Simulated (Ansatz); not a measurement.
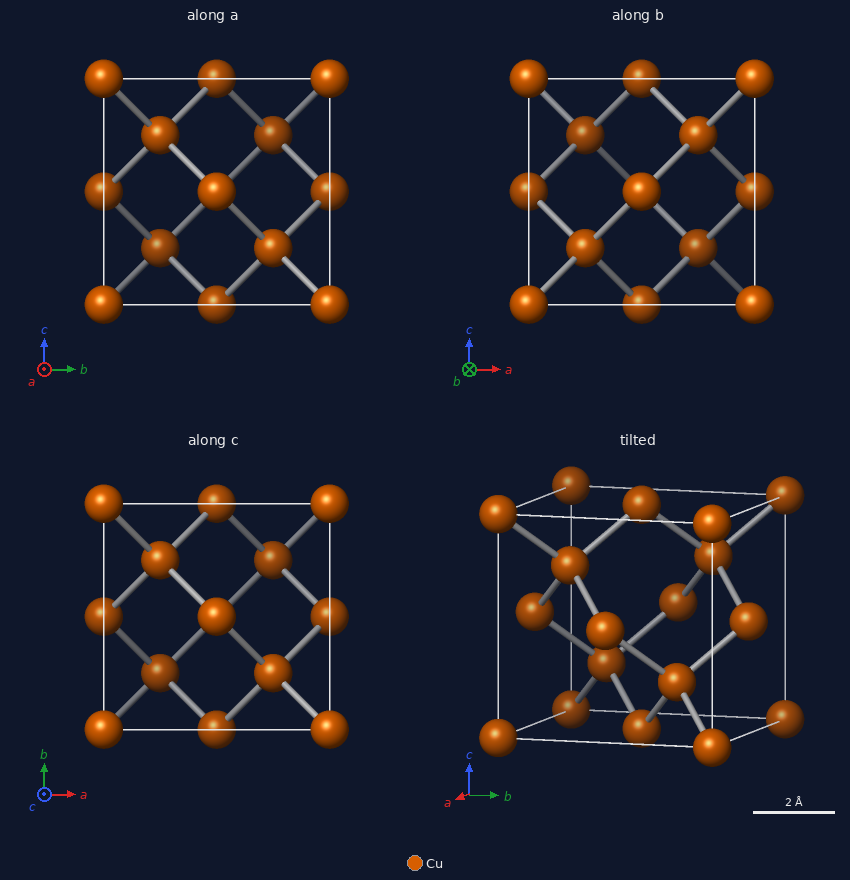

This ball-and-stick model is shown along the a axis, along the b axis, along the c axis and slightly off an axis. The conventional unit cell is drawn as a box.

Lattice parameters: a = 5.6267 Å, b = 5.6267 Å, c = 5.6267 Å, α = 90.000°, β = 90.000°, γ = 90.000°.

Question: Put the structure into a CIF with its space group and independent sites.

Answer:
```cif
data_structure
_symmetry_space_group_name_H-M 'F d -3 m :1'
_symmetry_Int_Tables_number 227
_cell_length_a 5.6267
_cell_length_b 5.6267
_cell_length_c 5.6267
_cell_angle_alpha 90.000
_cell_angle_beta 90.000
_cell_angle_gamma 90.000
_cell_volume 178.14
loop_
_atom_site_label
_atom_site_type_symbol
_atom_site_symmetry_multiplicity
_atom_site_Wyckoff_symbol
_atom_site_fract_x
_atom_site_fract_y
_atom_site_fract_z
_atom_site_occupancy
Cu1 Cu 8 a 0.2500 0.7500 0.7500 1
```

The model was built from a structure type filled with this element by a generator (whether the element takes this form wasn't checked). Earlier steps of the study may have refined or changed the cell and positions. A calculation with Ansatz used it as input.

At this level of theory the cell isn't at rest (stretched, at -4 GPa), so its distances can differ from those at equilibrium, the more so the softer the solid.
